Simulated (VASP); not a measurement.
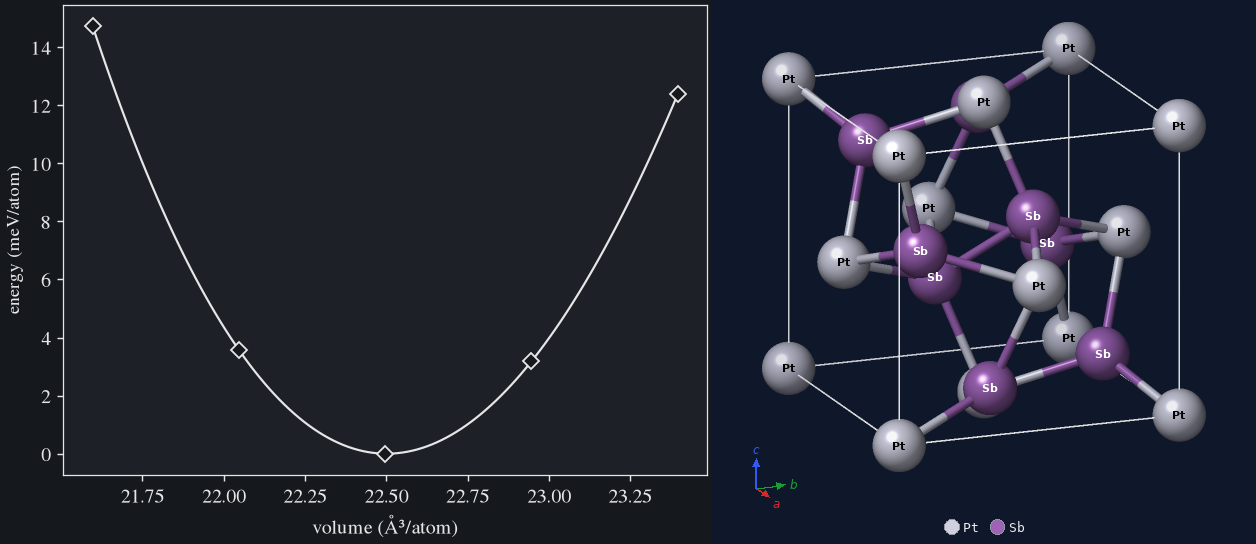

The figure shows the energy against volume for Sb₂Pt, space group Pa-3 (No. 205). The conventional cell is drawn beside the plot.

Structure:
```xyz
12
Lattice="6.4630 0.0000 0.0000 0.0000 6.4630 0.0000 0.0000 0.0000 6.4630" Properties=species:S:1:pos:R:3 pbc="T T T"
Pt    0.0000    3.2315    3.2315
Pt    3.2315    3.2315    0.0000
Pt    3.2315    0.0000    3.2315
Pt    0.0000    0.0000    0.0000
Sb    2.4196    0.8119    5.6511
Sb    0.8119    5.6511    2.4196
Sb    5.6511    2.4196    0.8119
Sb    4.0434    4.0434    4.0434
Sb    4.0434    5.6511    0.8119
Sb    5.6511    0.8119    4.0434
Sb    0.8119    4.0434    5.6511
Sb    2.4196    2.4196    2.4196
```

Calculation (VASP 6.6.1): plane-wave DFT, no spin polarisation; energies at scaled volumes of the given cell, shape and fractions fixed, counted from the fit's minimum, third-order Birch-Murnaghan fit. Level: PBEsol.

k mesh 4×4×4; occupations Fermi–Dirac; smearing width 0.05 eV; potentials VASP PAW PBE potentials, recommended; wave cutoff 520 eV.

From this curve and the settings, what does the calculation give for the pressure at the same points?

The pressure falls from 5.40 GPa at volume 21.60 Å³/atom to −4.29 GPa at 23.40 Å³/atom, and changes sign near 22.49 Å³/atom.

```tsv
volume (Å³/atom)	pressure (GPa)
21.60	5.40
22.05	2.53
22.50	-0.01
22.95	-2.29
23.40	-4.29
```

Limits of the calculation: spin-orbit coupling left out, heavy elements.
